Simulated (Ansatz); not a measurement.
SiRu3

Input file:

```
crystal:
  lattice:
    - [5.4934765706, 0.0, 0.0]
    - [-2.7467382853, 4.7574902653, 0.0]
    - [0.0, 0.0, 4.1700969986]
  atoms:
    - { symbol: Si, position: [0.3333333333, 0.6666666667, 0.25] }
    - { symbol: Si, position: [0.6666666667, 0.3333333333, 0.75] }
    - { symbol: Ru, position: [0.3439309321, 0.2439420238, 0.25] }
    - { symbol: Ru, position: [0.0999889084, 0.3439309321, 0.75] }
    - { symbol: Ru, position: [0.7560579762, 0.0999889084, 0.25] }
    - { symbol: Ru, position: [0.6560690679, 0.7560579762, 0.75] }
    - { symbol: Ru, position: [0.9000110916, 0.6560690679, 0.25] }
    - { symbol: Ru, position: [0.2439420238, 0.9000110916, 0.75] }
basis:
  ecutwfc: 420
kpoints:
  mp_grid: { grid: [6, 6, 8] }
  band_path:
    path:
      - [[0.0, 0.0, 0.0], [0.5, 0.0, 0.0], [0.33333333, 0.33333333, 0.0], [0.0, 0.0, 0.0], [0.0, 0.0, 0.5], [0.5, 0.0, 0.5], [0.33333333, 0.33333333, 0.5], [0.0, 0.0, 0.5]]
      - [[0.5, 0.0, 0.5], [0.5, 0.0, 0.0]]
      - [[0.33333333, 0.33333333, 0.5], [0.33333333, 0.33333333, 0.0]]
    npoints: 14
hamiltonian:
  xc: pbe
scf:
  occupations: { method: gaussian, width: 0.1 }
  n_extra_bands: 20
output:
  forces: true
  stress: true
  eigenvalues: true
  populations: true
  dos: { projected: true, de: 0.02, nscf_kmesh: { grid: [8, 8, 10] } }
  bader: true
  write_density: true
  write_potential: true
  elf: true
  volumetric_format: npy
```

Launched as:

```sh
ansatz run input.yaml --threads 1 --pin off --max-ram 2560MiB --backend cpu --events-out ev --progress --plain --runs-dir out
```

Below, planes, directions and counts refer to the conventional cell (a = 5.49 Å, b = 5.49 Å, c = 4.17 Å, α = 90.00°, β = 90.00°, γ = 120.00°).

Space group P6₃/m; a generated structure, not necessarily the stable one; computed without spin polarisation.

Theory: DFT PBE, scalar-relativistic, plane waves, PAW (Ansatz).

Core electrons are frozen (PAW), and the valence fields are smoothed inside the atomic spheres.

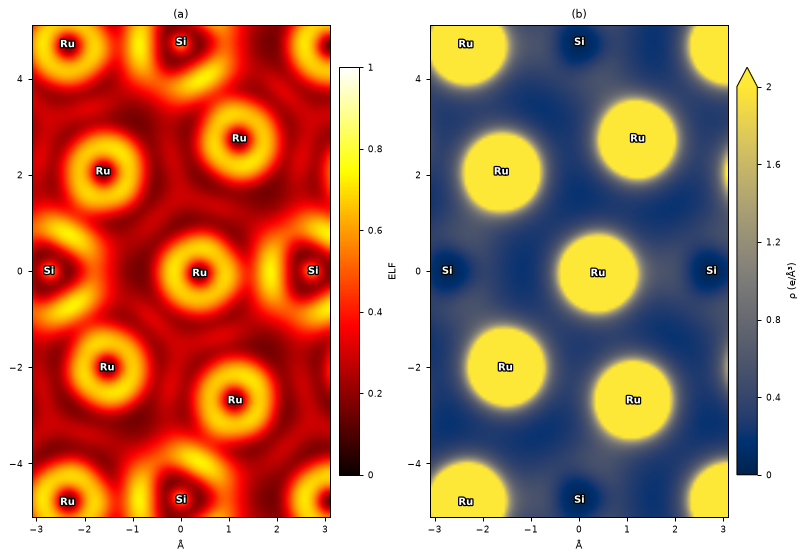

Figure 1. (a) ELF; (b) valence electron density on the (001) plane of the conventional cell.

**Describe what can be read from this map.**

The section cuts through Si and Ru sites. Si–Ru (2.35 Å): ρ at the midpoint is about 0.64 e/Å³; the ELF peaks at about 0.75 in the valence shell of Si, 0.9 Å from its nucleus, and is about 0.50 at the midpoint. Ru–Ru (2.75 Å): the density is about 0.36 e/Å³ at the midpoint; the ELF is about 0.30 at the midpoint. Between the atoms the lowest density in this plane is 0.19 e/Å³. The features right at Ru lie inside the PAW spheres, where the map follows smoothed inner orbitals and isn't to be read closely.

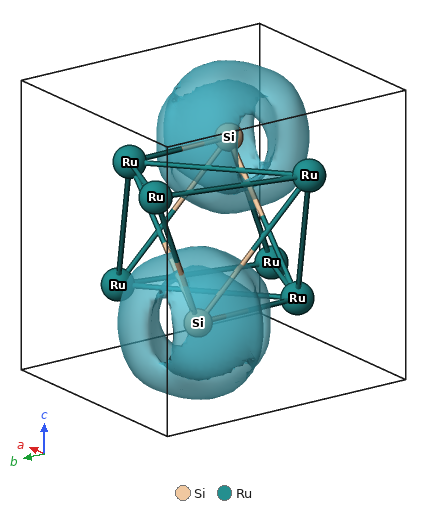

Figure 2. Isosurface of the ELF at 0.55 (cyan), seen at an oblique angle. Core shells and regions of very low density are left out. Sticks mark near contacts.

**Describe the localisation domains.**

The surface consists of two regions wrapped around Si (the valence shell of each), counted in one cell of 8 atoms. Regions shared between cells count once.


 Ru–Ru (2.68 Å): the ELF is about 0.35 at the midpoint.

**Metal or insulator at this level of theory?**

It is metallic or semimetallic at this level of theory: no gap opens.

**How much charge does the calculation move between the atoms?**

Electrons move from Si towards Ru. Bader charges: Si +0.84 and Ru −0.28 e.
